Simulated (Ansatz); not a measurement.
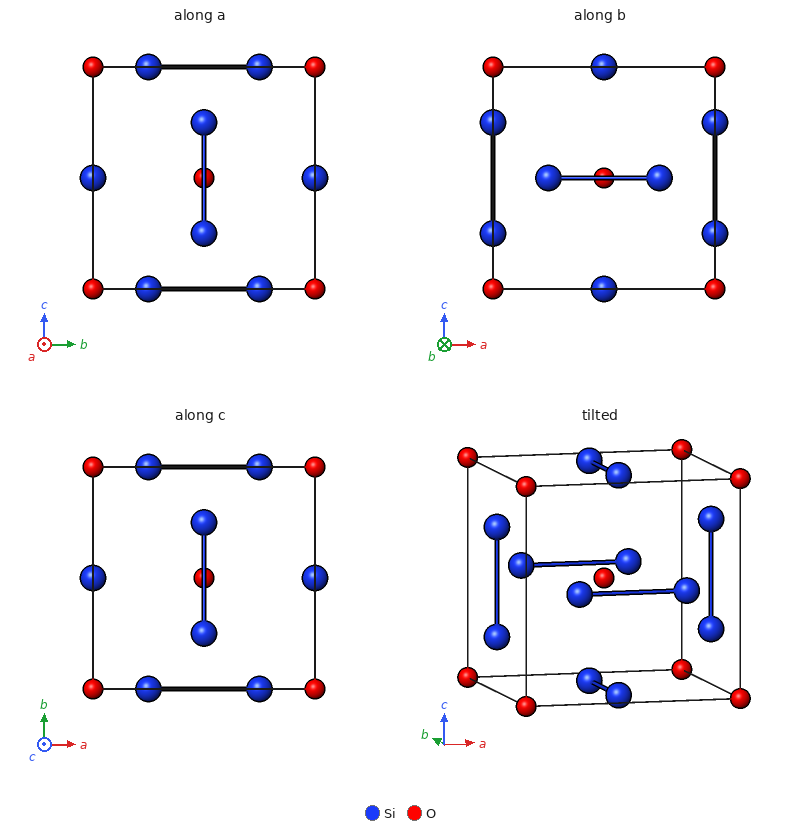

The image is a ball-and-stick drawing of a crystal, viewed along the a axis, along the b axis, along the c axis and slightly off an axis. One conventional unit cell is framed, with atoms on its boundary repeated.

Lattice parameters: a = 4.7645 Å, b = 4.7645 Å, c = 4.7645 Å, α = 90.000°, β = 90.000°, γ = 90.000°.

> Give the structure in the form of a CIF with its space group and independent sites.

```cif
data_structure
_symmetry_space_group_name_H-M 'P m -3 n'
_symmetry_Int_Tables_number 223
_cell_length_a 4.7645
_cell_length_b 4.7645
_cell_length_c 4.7645
_cell_angle_alpha 90.000
_cell_angle_beta 90.000
_cell_angle_gamma 90.000
_cell_volume 108.16
loop_
_atom_site_label
_atom_site_type_symbol
_atom_site_symmetry_multiplicity
_atom_site_Wyckoff_symbol
_atom_site_fract_x
_atom_site_fract_y
_atom_site_fract_z
_atom_site_occupancy
Si1 Si 6 c 0.0000 0.5000 0.2500 1
O1 O 2 a 0.0000 0.0000 0.0000 1
```

Origin of the cell: a structure type filled with these elements by a generator (whether the compound takes this form wasn't checked). It is drawn as it came out of a relaxation with DFT PBE, scalar-relativistic, plane waves, PAW in Ansatz.
